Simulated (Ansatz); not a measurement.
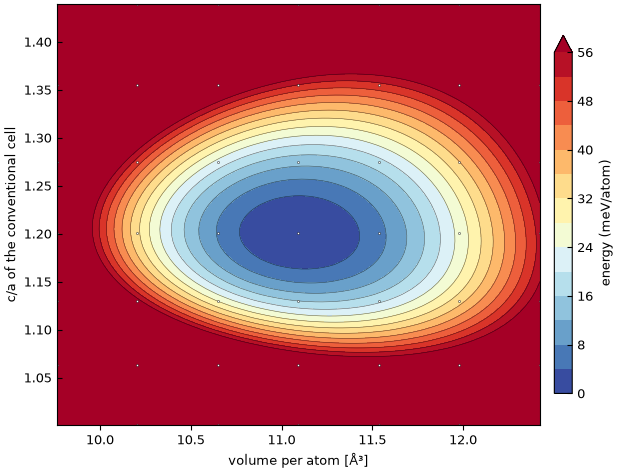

MgO (P6_3/mmc, No. 194; 4 atoms in the cell). The energy is mapped over volume and the cell's shape. First axis: volume per atom. Second axis: c/a of the conventional cell. Nothing is relaxed (symmetry fixes all fractional coordinates). The grid has 7 × 7 points. Points are written as (first, second). Energies are in meV/atom, from the lowest grid point. Level of theory: DFT PBEsol, scalar-relativistic, plane waves, PAW in Ansatz 0.2.0. Settings: cutoff 520 eV, k-mesh 9×9×6 in the order of the run's cell vectors, gaussian smearing 0.05 eV, no spin polarisation.

Drawn: filled contours, dots at the grid points, one colour for all values above the top of the scale. Between grid points the surface is interpolated.

**Estimate the position of the minimum and the force constants in these coordinates.**

The interpolated minimum is at volume per atom ≈ 11.09 Å³, c/a of the conventional cell ≈ 1.200. The curvatures there are about 0.29 eV/(Å³)² and 22 eV, with a cross term of about 0.1 eV/Å³ (per cell of 4 atoms). Round the minimum the two coordinates are weakly coupled (coupling 0.05 in units of the two stiffnesses).

PAW datasets: the set soft_1.
